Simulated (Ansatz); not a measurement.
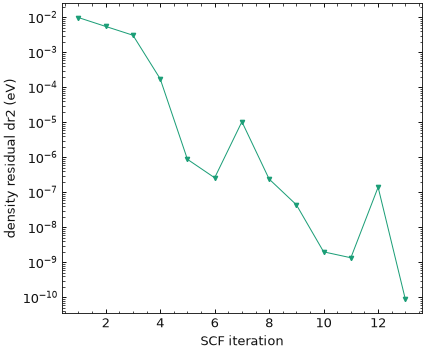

The plot shows the SCF iterations of a calculation: density residual dr2.

Na (I4/mmm, 1 atom in the cell); Ansatz, DFT, PBE, all-electron PAW with datasets made for the crystal, scalar-relativistic; cutoff 160 eV, 12×12×12 k-mesh, Fermi–Dirac smearing of 0.05 eV.

**Did the calculation converge?**

Converged, in 13 iterations. The residual falls unevenly and jumps up by a factor of two or more twice on the way down, most sharply at step 12 (by a factor of about 100).

**Read the residual at the first and at the last step drawn.**

It starts near 0.01 and ends near 9 × 10⁻¹¹ eV.
